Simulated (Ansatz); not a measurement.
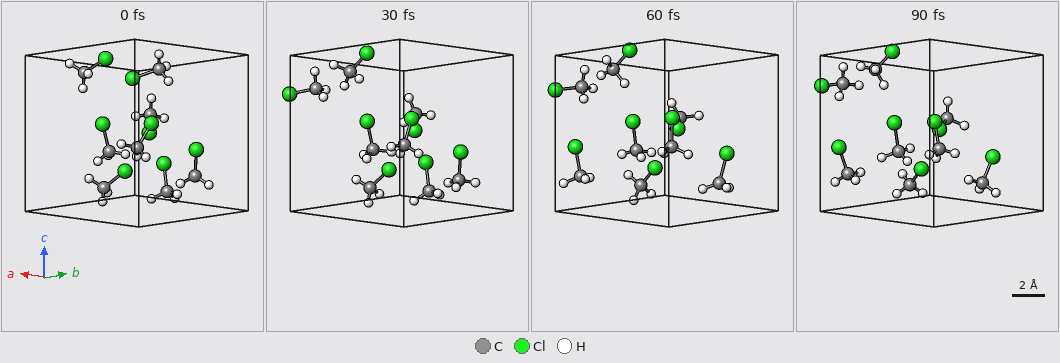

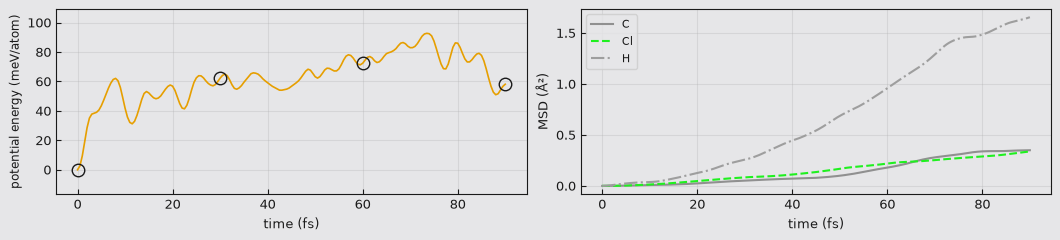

First-principles dynamics of a periodic cell with 8 CH3Cl at 0.701 g/cm³, 90 fs long. Frames and the history of the run. The picture is a ball-and-stick view of the simulation cell, seen from a free direction. Atoms that leave the cell re-enter on the other side.

These are results of DFT PBE-D3(BJ), scalar-relativistic, plane waves, PAW (Ansatz), not measurements. Settings: plane-wave cutoff 420 eV; k-point mesh 1 × 1 × 1; Fermi-Dirac smearing 0.05 eV; low-accuracy preset; Langevin thermostat (NVT); set temperature 1000 K; time step 0.5 fs; friction 0.02 per fs.

Input
```yaml
accuracy: low
crystal:
  lattice:
    - [9.853875, 0.0, 0.0]
    - [0.0, 9.853875, 0.0]
    - [0.0, 0.0, 9.853875]
  atoms:
    - { symbol: C, position: [0.0008587, 0.2592094, 0.1955634] }
    - { symbol: Cl, position: [0.0177932, 0.2467794, 0.3747056] }
    - { symbol: H, position: [0.0136699, 0.3647227, 0.1656157] }
    - { symbol: H, position: [0.0783776, 0.1967004, 0.1478404] }
    - { symbol: H, position: [-0.0995584, 0.223609, 0.1665279] }
    - { symbol: C, position: [0.1337792, 0.653508, 0.2417975] }
    - { symbol: Cl, position: [0.191604, 0.724704, 0.3971056] }
    - { symbol: H, position: [0.089074, 0.7335009, 0.1801807] }
    - { symbol: H, position: [0.2196235, 0.6085368, 0.18886] }
    - { symbol: H, position: [0.0581968, 0.5760783, 0.2638424] }
    - { symbol: C, position: [0.4564174, 0.1539291, 0.1861875] }
    - { symbol: Cl, position: [0.4112267, 0.300367, 0.281303] }
    - { symbol: H, position: [0.4986674, 0.1858067, 0.0892711] }
    - { symbol: H, position: [0.5314518, 0.0961111, 0.2429409] }
    - { symbol: H, position: [0.3660507, 0.0926437, 0.169695] }
    - { symbol: C, position: [0.9723778, 0.5120557, 0.8360817] }
    - { symbol: Cl, position: [0.8277603, 0.5557181, 0.9346341] }
    - { symbol: H, position: [0.9387909, 0.46349, 0.7427686] }
    - { symbol: H, position: [1.0288235, 0.604021, 0.8126234] }
    - { symbol: H, position: [1.0356605, 0.4426484, 0.8941503] }
    - { symbol: C, position: [0.3906736, 0.5099113, 0.6245938] }
    - { symbol: Cl, position: [0.4784343, 0.5927114, 0.4905214] }
    - { symbol: H, position: [0.4225412, 0.5538421, 0.7207633] }
    - { symbol: H, position: [0.2820899, 0.5243235, 0.6105971] }
    - { symbol: H, position: [0.4151149, 0.4022484, 0.6222813] }
    - { symbol: C, position: [0.9086374, 0.9304852, 0.3164402] }
    - { symbol: Cl, position: [0.8410971, 0.9888402, 0.4731763] }
    - { symbol: H, position: [0.915677, 1.0156826, 0.246541] }
    - { symbol: H, position: [1.008933, 0.8878767, 0.3343106] }
    - { symbol: H, position: [0.8415328, 0.8531371, 0.275109] }
    - { symbol: C, position: [0.7867366, 1.0038156, 0.8253654] }
    - { symbol: Cl, position: [0.8892937, 0.8662715, 0.7697157] }
    - { symbol: H, position: [0.6884911, 0.9646691, 0.8571367] }
    - { symbol: H, position: [0.836757, 1.0537468, 0.9102116] }
    - { symbol: H, position: [0.7738737, 1.074959, 0.7418957] }
    - { symbol: C, position: [0.8099334, 0.5700571, 0.3397285] }
    - { symbol: Cl, position: [0.873171, 0.5756206, 0.5085576] }
    - { symbol: H, position: [0.7596133, 0.6657271, 0.3171636] }
    - { symbol: H, position: [0.894414, 0.554504, 0.2703371] }
    - { symbol: H, position: [0.7381055, 0.4866262, 0.3311216] }
basis:
  ecutwfc: 420.0
kpoints:
  mp_grid: { grid: [1, 1, 1] }
hamiltonian:
  xc: pbe
  dispersion: d3bj
scf:
  occupations: { method: fermi_dirac, width: 0.05 }
  lower_state_search: "off"
md:
  timestep: 0.5
  n_steps: 180
  ensemble: nvt_langevin
  temperature: 1000.0
  initial_velocities: maxwell_boltzmann
  seed: 625445
  friction: 0.02
```

Launched with:
```bash
ansatz run input.yaml --threads 1 --pin off --max-ram 3072MiB --backend cpu --events-out ev --progress --plain --runs-dir out
```

Question: Describe the run.

Answer: Root-mean-square distances from the starting positions over the second half, with the common drift of all atoms taken out: H 1.08 Å, Cl 0.49 Å, C 0.49 Å. The heavy atoms stay within a fraction of a molecule's size of their starting places, while the hydrogen atoms travel further, as molecules turn; so short a run doesn't tell a liquid from a solid. The mean temperature in the second half is 954 K (standard deviation 90 K). The potential energy in the second half lies on average 73.8 meV per atom above the first frame.

Limits of the set-up: the program's low-accuracy preset was used.
